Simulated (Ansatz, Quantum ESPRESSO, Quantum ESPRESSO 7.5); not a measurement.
# Work function of K(100), 7 layers

How much energy does it take to lift an electron out of K(100), 7 layers, and how far do the settings matter?

Program: Quantum ESPRESSO 7.5. Level of theory: plane-wave DFT, PBE, GBRV ultrasoft pseudopotentials (geometry and cross-check by Ansatz 0.2.0 with PAW datasets; geometry under PBE). Results are calculated unless marked as measured.

**Measured values to reproduce.**

For K (polycrystalline sample, no single face), “Anisotropic work function of elemental crystals” (2019, arxiv:1902.07811) quotes earlier work: work function, loosely compared (polycrystalline sample, no single face) 2.29 eV.

This is a report of a sequence of runs, with most program output left out.

### Step 1. The starting structure

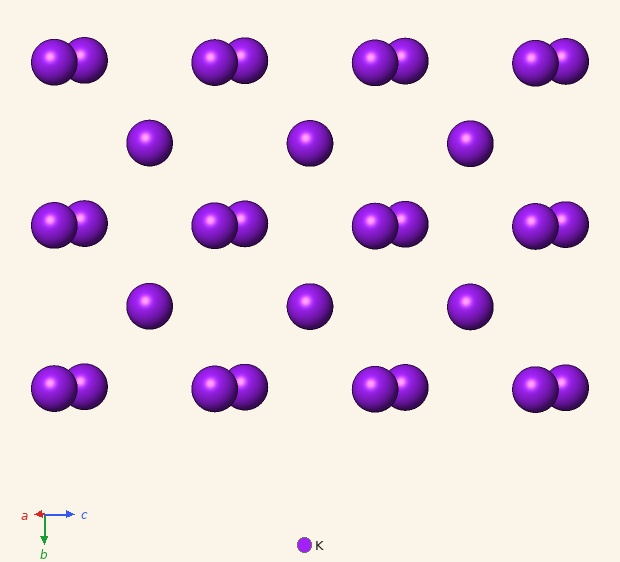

The cell as given, from the side, with the c axis across the page (potassium purple). 1×2×1 cells are drawn. Some periodic images of atoms are drawn too.

The cell holds 7 atoms: 7 K. Cell: a = 5.230 Å, b = 5.230 Å, c = 31.690 Å, α = 90.0°, β = 90.0°, γ = 90.0°. It derives from K. Vacuum lies along c.

### Step 2. Geometry from Ansatz

The geometry comes first, from a plane-wave PAW code, so that the later runs on this slab share one structure.

Contents of input.yaml:

```yaml
crystal:
  lattice:
    - [5.23, 0.0, 0.0]
    - [0.0, 5.23, 0.0]
    - [0.0, 0.0, 31.69]
  atoms:
    - { symbol: K, position: [0.0, 0.0, 0.2524455664] }
    - { symbol: K, position: [0.5, 0.5, 0.3349637109] }
    - { symbol: K, position: [0.0, 0.0, 0.4174818555] }
    - { symbol: K, position: [0.5, 0.5, 0.5] }
    - { symbol: K, position: [0.0, 0.0, 0.5825181445] }
    - { symbol: K, position: [0.5, 0.5, 0.6650362891] }
    - { symbol: K, position: [0.0, 0.0, 0.7475544336] }
kpoints:
  mp_grid: { grid: [4, 4, 1] }
hamiltonian:
  xc: pbe
scf:
  occupations: { method: fermi_dirac, width: 0.1 }
  convergence: { dr2_threshold: 1.0e-08 }
efield:
  axis: 3
  dipole_correction: true
  ramp_position: 0.97
  ramp_width: 0.04
relax:
  f_tol: 0.01
  constraints: [{ sites: [2, 3, 4] }]
output:
  write_potential: true
  write_density: true
  volumetric_format: npy
```

The run is started by

```console
$ ansatz run input.yaml --threads 4 --pin off --max-ram 8192MiB --backend cpu --events-out ev --progress --plain --runs-dir out
```

Run time: 12 s. Hardware: 4 threads of Arm Neoverse V2, shared host; peak memory 0.99 GiB.

Relaxation path:

| step | energy less that of the first step (eV) | largest force component (eV/Å) |
| --- | --- | --- |
| 1 | 0.0000 | 0.0345 |
| 2 | -0.0007 | 0.0301 |
| 3 | -0.0026 | 0.0063 |
| 4 | -0.0027 | 0.0011 |

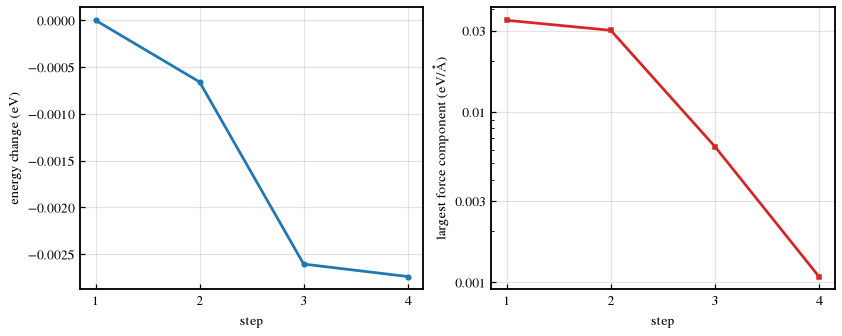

Energy and largest force along the relaxation.

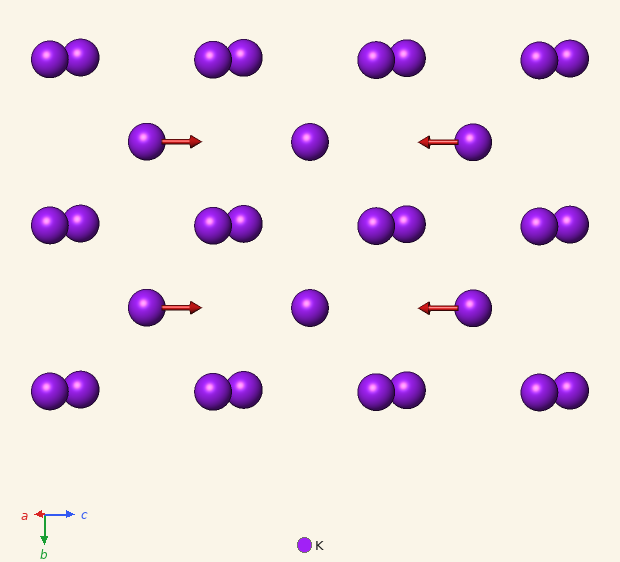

Displacements in the relaxation, exaggerated; the longest in the cell stands for 0.08 Å. 1×2×1 cells are drawn. Some periodic images of atoms are drawn too.

The atoms that moved most (Å):

| atom | dx | dy | dz | length |
| --- | --- | --- | --- | --- |
| K6 | 0.000 | 0.000 | -0.077 | 0.077 |
| K2 | 0.000 | 0.000 | 0.077 | 0.077 |

 Held were the atoms numbered 3, 4 and 5; the forces quoted are those on the free ones.

Read from the output:

* free energy: -10764.1554 eV
* energy at zero smearing: -10764.0473 eV
* smearing term TS: 0.2164 eV
* Fermi energy: 0.1503 eV
* symmetry operations: 8
* work function of the upper face: 2.246 eV
* work function of the lower face: 2.247 eV
* dipole along the normal: 8.84e-5 e·Å

### Step 3. SCF with pw.x

The work function is the vacuum level less the Fermi level, so the run needs a vacuum wide enough for a flat potential.

Level of this step: plane-wave DFT, PBE, GBRV ultrasoft pseudopotentials (Quantum ESPRESSO 7.5).

Contents of scf.in:

```
&control
  prefix = 'scf'
  outdir = './out'
  pseudo_dir = './pseudo'
  calculation = 'scf'
  tprnfor = .true.
/
&system
  ibrav = 0
  nat = 7
  ntyp = 1
  ecutwfc = 40
  ecutrho = 200
  occupations = 'smearing'
  smearing = 'mv'
  degauss = 0.02
/
&electrons
  conv_thr = 1e-07
  mixing_beta = 0.4
  electron_maxstep = 120
  mixing_mode = 'local-TF'
/
ATOMIC_SPECIES
  K   39.0983  k_pbe_v1.4.uspp.F.UPF
CELL_PARAMETERS angstrom
  5.23000000000000 0.00000000000000 0.00000000000000
  0.00000000000000 5.23000000000000 0.00000000000000
  0.00000000000000 0.00000000000000 31.69000000000000
ATOMIC_POSITIONS crystal
  K   -0.000000000000 -0.000000000000 0.252363736983
  K   0.500000000000 0.500000000000 0.337407630540
  K   0.000000000000 0.000000000000 0.417481855500
  K   0.500000000000 0.500000000000 0.500000000000
  K   0.000000000000 0.000000000000 0.582518144500
  K   0.500000000000 0.500000000000 0.662592348623
  K   0.000000000000 -0.000000000000 0.747636167270
K_POINTS automatic
  4 4 1 0 0 0
```

The run is started by

```console
$ OMP_NUM_THREADS=1 mpirun -n 4 pw.x -nk 1 -in scf.in > scf.out
```

Run time: 94 s. Hardware: 4 MPI ranks; peak memory 1.3 GiB; 6.3 min of CPU time.

Numbers from this step:

```
free energy  : -5427.0958 eV
Fermi energy : 0.1814 eV
```

The run needed 31 iterations to bring the estimated error under 1e-07 Ry; the largest force on any atom, held or free, is 0.01 eV/Å.

### Step 4. Potential by pp.x

The vacuum level is read from the electrostatic potential (plot_num = 11), averaged over planes.

Contents of pot.in:

```
&inputpp
  prefix = 'scf'
  outdir = './out'
  filplot = 'pot.dat'
  plot_num = 11
/
```

The run is started by

```console
$ OMP_NUM_THREADS=1 mpirun -n 4 pp.x -in pot.in > pot.out
```

It took 1.2 s on 4 MPI ranks; peak memory 0.25 GiB; 4.3 s of CPU time.

This step gave:

```
work function of the upper face                                       : 2.216 eV
slope of the potential above                                          : 0.003762 eV/Å
upper vacuum line continued to the top atoms, over the Fermi level    : 2.197 eV
work function of the lower face                                       : 2.217 eV
slope of the potential below                                          : -0.002674 eV/Å
lower vacuum line continued to the bottom atoms, over the Fermi level : 2.202 eV
```

The potential energy, planar mean oscillates, so the rows of the table below give means over windows of 2.58 Å about each position, cut where the curve ends. Its maxima inside the range that stand out by 2 % of the span (Å: eV): 9.4: 1.05, 12.0: 0.891, 14.6: 0.997, 17.1: 0.997, 19.7: 0.891, 22.3: 1.05. Its minima: 8.0: -4.94, 10.7: -4.72, 13.3: -4.65, 15.8: -4.77, 18.4: -4.65, 21.0: -4.72, 23.7: -4.94.

Electrostatic potential energy of an electron; zero at the Fermi level. The potential energy, planar mean by z; means over each step:

| z (Å) | potential energy, planar mean (eV) |
| --- | --- |
| 1.29 | 2.22 |
| 3.87 | 2.19 |
| 6.45 | 0.920 |
| 9.03 | -1.05 |
| 11.61 | -1.27 |
| 14.19 | -1.10 |
| 16.77 | -1.13 |
| 19.35 | -1.25 |
| 21.93 | -1.03 |
| 24.51 | -0.795 |
| 27.09 | 2.14 |
| 29.67 | 2.22 |

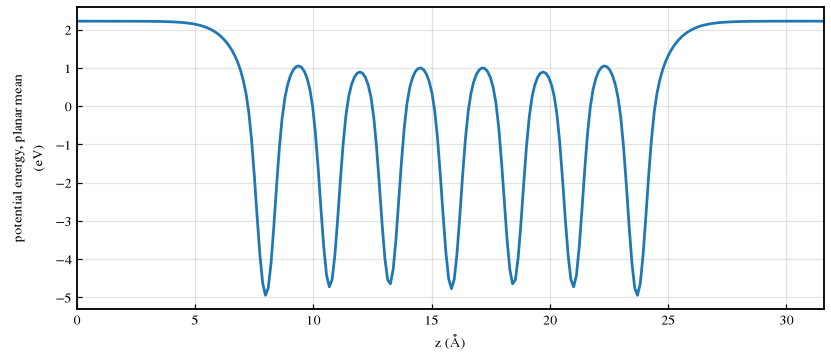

Potential energy, planar mean against z.

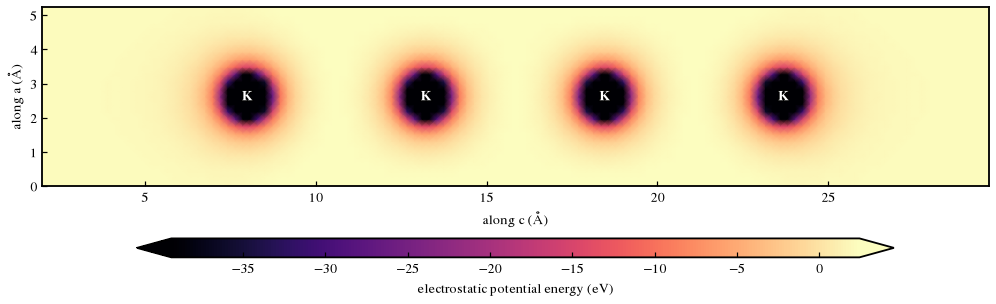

Electrostatic potential energy in the ca plane at fractional y = 0.000, with atoms of K within 0.2 Å of it. With pseudopotentials it is smooth inside the atoms' cores, unlike the true potential. The map starts off the cell's origin, so that atoms lie inside it. The far vacuum is left out of the map.

A straight line through the vacuum has a slope of 4 meV/Å; the tail of the density may enter that fit.

### Step 5. Planar and running averages

A running mean over one period damps the atomic wiggles and leaves the mean of this pseudopotential's potential.

Contents of avg.in:

```
1
pot.dat
1.0
485
3
4.9416338159
```

The run is started by

```console
$ OMP_NUM_THREADS=1 average.x < avg.in > avg.out
```

It took 0.61 s on 1 MPI rank; peak memory 0.13 GiB.

Numbers from this step:

```
average.x's running mean inside the slab, on the run's own zero                  : -0.9867 eV
mean potential by an exact Fourier window inside the slab, on the run's own zero : -0.9866 eV
```

The potential energy (planar mean) oscillates, so the rows of the table below give means over windows of 2.61 Å about each position, cut where the curve ends. Its maxima inside the range that stand out by 2 % of the span (Å: eV): 9.3: 1.05, 12.0: 0.890, 14.5: 0.998, 17.2: 0.998, 19.7: 0.890, 22.3: 1.05. Its minima: 8.0: -4.92, 10.7: -4.72, 13.3: -4.64, 15.9: -4.75, 18.5: -4.65, 21.0: -4.72, 23.7: -4.94.

Electrostatic potential energy of an electron; zero at the Fermi level; window 2.6150 Å. The potential energy by z; means over each step:

| z (Å) | planar mean (eV) | running mean (eV) |
| --- | --- | --- |
| 1.30 | 2.22 | 2.22 |
| 3.92 | 2.19 | 2.17 |
| 6.53 | 0.719 | 0.517 |
| 9.14 | -1.04 | -1.13 |
| 11.75 | -1.31 | -1.22 |
| 14.36 | -1.13 | -1.14 |
| 16.97 | -1.14 | -1.15 |
| 19.58 | -1.31 | -1.22 |
| 22.19 | -1.00 | -1.12 |
| 24.80 | -0.240 | 0.0619 |
| 27.41 | 2.17 | 2.14 |
| 30.02 | 2.22 | 2.22 |

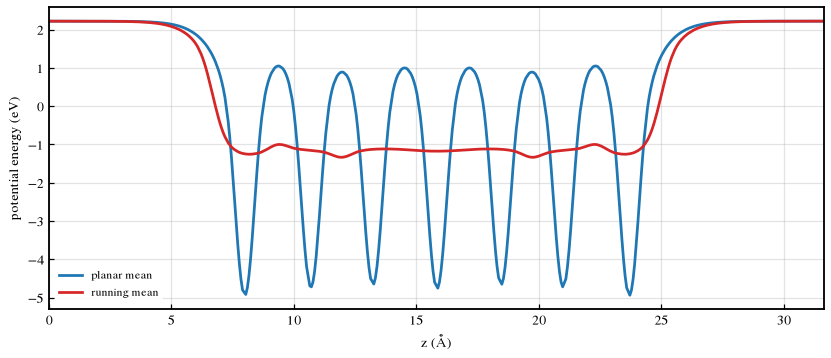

Potential energy against z.

Where the running mean is not flat inside, average.x's window, rounded to the grid, doesn't match the spacings there.

### Step 6. Valence density

The density shows how far the electrons spill into the vacuum.

Contents of rho.in:

```
&inputpp
  prefix = 'scf'
  outdir = './out'
  filplot = 'rho.dat'
  plot_num = 0
/
```

The run is started by

```console
$ OMP_NUM_THREADS=1 mpirun -n 4 pp.x -in rho.in > rho.out
```

Run time: 1.2 s. Hardware: 4 MPI ranks; peak memory 0.25 GiB; 4.3 s of CPU time.

Read from the output:

- electrons by integration: 63.00 e

The valence density, planar mean oscillates, so the rows of the table below give means over windows of 2.58 Å about each position, cut where the curve ends. Its maxima inside the range that stand out by 2 % of the span (Å: e/Å³): 8.0: 0.250, 10.7: 0.253, 13.3: 0.253, 15.8: 0.252, 18.4: 0.253, 21.0: 0.253, 23.7: 0.250. Its minima: 9.4: 0.0238, 12.0: 0.0268, 14.6: 0.0248, 17.1: 0.0248, 19.7: 0.0268, 22.3: 0.0238.

Mean over planes. Table of valence density, planar mean by z; means over each step:

| z (Å) | valence density, planar mean (e/Å³) |
| --- | --- |
| 1.29 | 5.7e-6 |
| 3.87 | 3.2e-4 |
| 6.45 | 0.0390 |
| 9.03 | 0.118 |
| 11.61 | 0.131 |
| 14.19 | 0.125 |
| 16.77 | 0.125 |
| 19.35 | 0.131 |
| 21.93 | 0.120 |
| 24.51 | 0.104 |
| 27.09 | 9.0e-4 |
| 29.67 | 1.9e-5 |

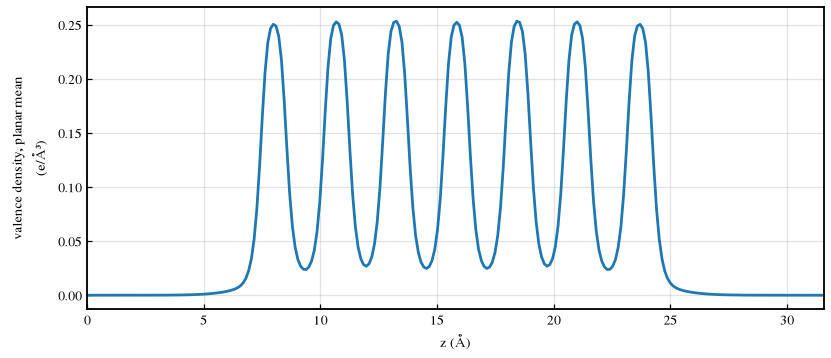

Valence density, planar mean against z.

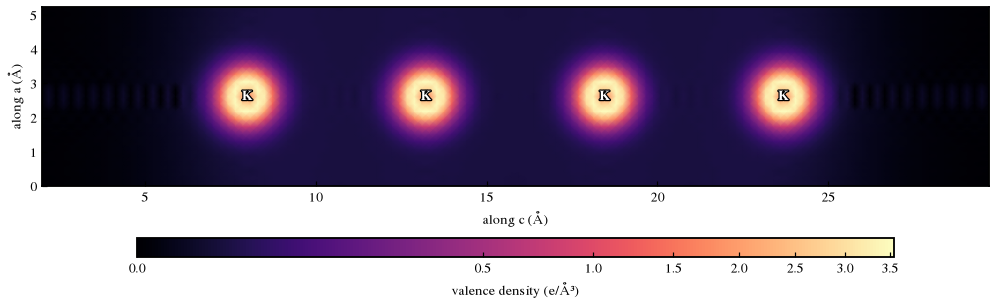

Valence density in the ca plane at fractional y = 0.000, with atoms of K within 0.2 Å of it. It is the smooth field of the valence electrons, not physical close to the nuclei. The map starts off the cell's origin, so that atoms lie inside it. The colour scale is stretched toward low values. The far vacuum is left out of the map.

The density integrates to 63.000 electrons, as the 63 of the input ask.

### Step 7. Projected density of states

Projections on atomic orbitals tell which layers and orbitals hold the states near the zero of energy.

Contents of pdos.in:

```
&projwfc
  prefix = 'scf'
  outdir = './out'
  filpdos = 'pdos'
  Emin = -7.819
  Emax = 4.181
  DeltaE = 0.1
  ngauss = 0
  degauss = 0.01
/
```

The run is started by

```console
$ OMP_NUM_THREADS=1 mpirun -n 4 projwfc.x -in pdos.in > pdos.out
```

Run time: 1.4 s. Hardware: 4 MPI ranks; peak memory 0.25 GiB.

Numbers from this step:

- spilling of the projection: 0.0012

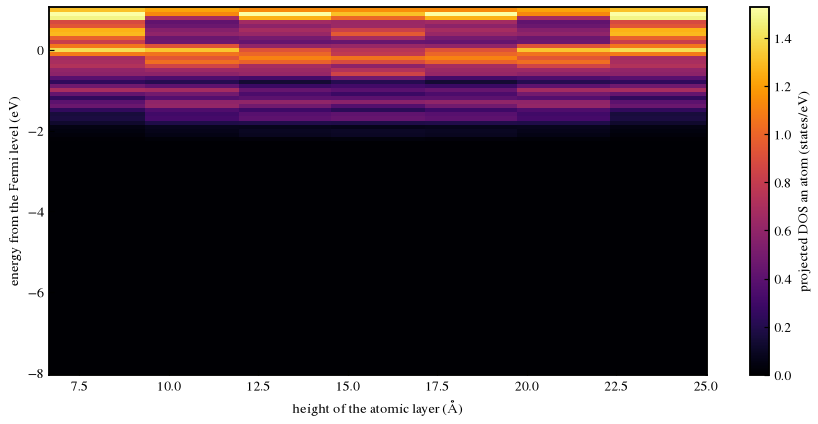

Projected DOS an atom over height of the atomic layer and energy from the Fermi level. Columns are the atomic layers from the bottom up.

The atomic orbitals miss 0.1 % of the occupied states; for empty states the projections can miss much more.

### Step 8. Self-consistent run: open boundaries by the effective screening medium

The effective screening medium with bc1 puts vacuum on both sides and removes the images along the normal. The slab must sit about z = 0, symmetry is kept, and the .esm1 file holds the planar potential.

Contents of esm.in:

```
&control
  prefix = 'esm'
  outdir = './out'
  pseudo_dir = './pseudo'
  calculation = 'scf'
  tprnfor = .true.
/
&system
  ibrav = 0
  nat = 7
  ntyp = 1
  ecutwfc = 40
  ecutrho = 200
  occupations = 'smearing'
  smearing = 'mv'
  degauss = 0.02
  assume_isolated = 'esm'
  esm_bc = 'bc1'
/
&electrons
  conv_thr = 1e-07
  mixing_beta = 0.4
  electron_maxstep = 120
  mixing_mode = 'local-TF'
/
ATOMIC_SPECIES
  K   39.0983  k_pbe_v1.4.uspp.F.UPF
CELL_PARAMETERS angstrom
  5.23000000000000 0.00000000000000 0.00000000000000
  0.00000000000000 5.23000000000000 0.00000000000000
  0.00000000000000 0.00000000000000 31.69000000000000
ATOMIC_POSITIONS crystal
  K   -0.000000000000 -0.000000000000 -0.247636215144
  K   0.500000000000 0.500000000000 -0.162592321586
  K   0.000000000000 0.000000000000 -0.082518096627
  K   0.500000000000 0.500000000000 0.000000047873
  K   0.000000000000 0.000000000000 0.082518192373
  K   0.500000000000 0.500000000000 0.162592396496
  K   0.000000000000 -0.000000000000 0.247636215144
K_POINTS automatic
  4 4 1 0 0 0
```

The run is started by

```console
$ OMP_NUM_THREADS=1 mpirun -n 4 pw.x -nk 1 -in esm.in > esm.out
```

Wall time 2.3 min (4 MPI ranks); peak memory 1.3 GiB.

Numbers from this step:

- free energy: -5427.0960 eV
- Fermi energy: -2.219 eV
- vacuum line at the lower end of the cell, over the Fermi level: 2.219 eV
- vacuum line at the upper end of the cell, over the Fermi level: 2.219 eV

The potential energy, planar mean oscillates, so the rows of the table below give means over windows of 2.58 Å about each position, cut where the curve ends. Its maxima inside the range that stand out by 2 % of the span (Å: eV): -6.5: 1.05, -3.9: 0.888, -1.3: 0.993, 1.3: 0.993, 3.9: 0.888, 6.5: 1.05. Its minima: -7.9: -4.95, -5.2: -4.73, -2.6: -4.65, 0.0: -4.78, 2.6: -4.65, 5.2: -4.73, 7.9: -4.95.

Electrostatic potential energy of an electron; zero at the Fermi level. The potential energy, planar mean by z; means over each step:

| z (Å) | potential energy, planar mean (eV) |
| --- | --- |
| -14.56 | 2.22 |
| -11.98 | 2.19 |
| -9.40 | 0.930 |
| -6.82 | -1.06 |
| -4.24 | -1.27 |
| -1.66 | -1.10 |
| 0.92 | -1.13 |
| 3.50 | -1.25 |
| 6.08 | -1.04 |
| 8.66 | -0.805 |
| 11.24 | 2.14 |
| 13.82 | 2.22 |

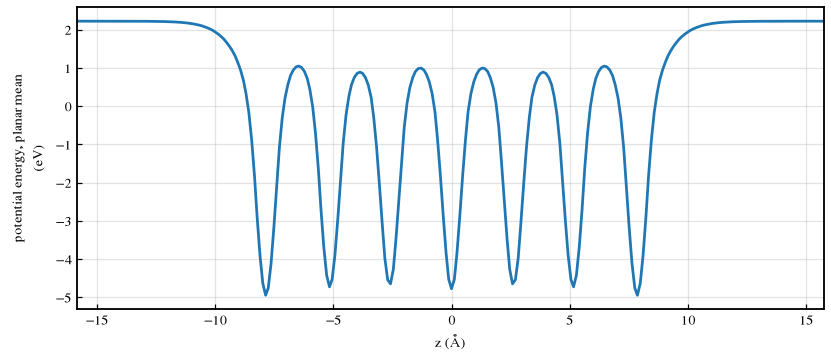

Potential energy, planar mean against z.

The vacuum levels are read from the outermost 0.7 Å of the cell on either side.

The run needed 29 iterations to bring the estimated error under 1e-07 Ry; the largest force on any atom, held or free, is 0.01 eV/Å.

The upper level is 2.219 eV against 2.216 eV from the periodic run.

### Step 9. Self-consistent run: Wu-Cohen, GBRV ultrasoft

The geometry stays; functional or pseudopotentials change.

Level of this step: plane-wave DFT, Wu-Cohen, GBRV ultrasoft pseudopotentials made under PBE (Quantum ESPRESSO 7.5). input_dft overrides the functional of the files.

Contents of gbrv-wc.in:

```
&control
  prefix = 'gbrv-wc'
  outdir = './out'
  pseudo_dir = './pseudo'
  calculation = 'scf'
  tprnfor = .true.
/
&system
  ibrav = 0
  nat = 7
  ntyp = 1
  ecutwfc = 40
  ecutrho = 200
  input_dft = 'wc'
  occupations = 'smearing'
  smearing = 'mv'
  degauss = 0.02
/
&electrons
  conv_thr = 1e-07
  mixing_beta = 0.4
  electron_maxstep = 120
  mixing_mode = 'local-TF'
/
ATOMIC_SPECIES
  K   39.0983  k_pbe_v1.4.uspp.F.UPF
CELL_PARAMETERS angstrom
  5.23000000000000 0.00000000000000 0.00000000000000
  0.00000000000000 5.23000000000000 0.00000000000000
  0.00000000000000 0.00000000000000 31.69000000000000
ATOMIC_POSITIONS crystal
  K   -0.000000000000 -0.000000000000 0.252363736983
  K   0.500000000000 0.500000000000 0.337407630540
  K   0.000000000000 0.000000000000 0.417481855500
  K   0.500000000000 0.500000000000 0.500000000000
  K   0.000000000000 0.000000000000 0.582518144500
  K   0.500000000000 0.500000000000 0.662592348623
  K   0.000000000000 -0.000000000000 0.747636167270
K_POINTS automatic
  4 4 1 0 0 0
```

The run is started by

```console
$ OMP_NUM_THREADS=1 mpirun -n 4 pw.x -nk 1 -in gbrv-wc.in > gbrv-wc.out
```

Elapsed: 1.9 min, on 4 MPI ranks; peak memory 1.3 GiB.

Numbers from this step:

```
free energy  : -5419.2564 eV
Fermi energy : 0.189 eV
```

### Step 10. Potential by pp.x

Contents of gbrv-wc.pot.in:

```
&inputpp
  prefix = 'gbrv-wc'
  outdir = './out'
  filplot = 'gbrv-wc.pot.dat'
  plot_num = 11
/
```

The run is started by

```console
$ OMP_NUM_THREADS=1 mpirun -n 4 pp.x -in gbrv-wc.pot.in > gbrv-wc.pot.out
```

Run time: 1.2 s. Hardware: 4 MPI ranks; peak memory 0.25 GiB; 4.3 s of CPU time.

This step gave:

| Property | Result |
| --- | --- |
| work function of the upper face | 2.183 eV |
| slope of the potential above | 0.003733 eV/Å |
| upper vacuum line continued to the top atoms, over the Fermi level | 2.164 eV |
| work function of the lower face | 2.184 eV |
| slope of the potential below | -0.002657 eV/Å |
| lower vacuum line continued to the bottom atoms, over the Fermi level | 2.169 eV |

The upper face goes from 2.216 eV (PBE, GBRV) to 2.183 eV, a change of -0.033 eV.

### Step 11. Ground state: vdW-DF-cx, GBRV ultrasoft

Level of this step: plane-wave DFT, vdW-DF-cx, GBRV ultrasoft pseudopotentials made under PBE (Quantum ESPRESSO 7.5). input_dft overrides the functional of the files.

gbrv-vdw-df-cx.in is the input of step 9 with these lines changed:

```diff
@@ -1,3 +1,3 @@
 &control
-  prefix = 'gbrv-wc'
+  prefix = 'gbrv-vdw-df-cx'
   outdir = './out'
@@ -13,3 +13,3 @@
   ecutrho = 200
-  input_dft = 'wc'
+  input_dft = 'vdw-df-cx'
   occupations = 'smearing'
```

The run is started by

```console
$ OMP_NUM_THREADS=1 mpirun -n 4 pw.x -nk 1 -in gbrv-vdw-df-cx.in > gbrv-vdw-df-cx.out
```

The job ended after 2.1 min (4 MPI ranks; peak memory 1.3 GiB).

This step gave:

| Item | Value |
| --- | --- |
| free energy | -5422.8396 eV |
| Fermi energy | 0.2012 eV |

[end of part 1 of 2]

[Logs are printed without paths, hosts, clocks, repeated set-up lines and the standing remarks that a program may print on its own settings, such as how far it seeks lower states.]

[Hosts, paths, dates, database ids (printed as entryN), source tags and the programs' standing remarks are cut or masked in the printed files.]

[Maps of the electrostatic potential energy from Ansatz leave out the sawtooth potential of an applied field or a dipole correction, so their vacuum need not be flat; planar profiles and work functions include it.]
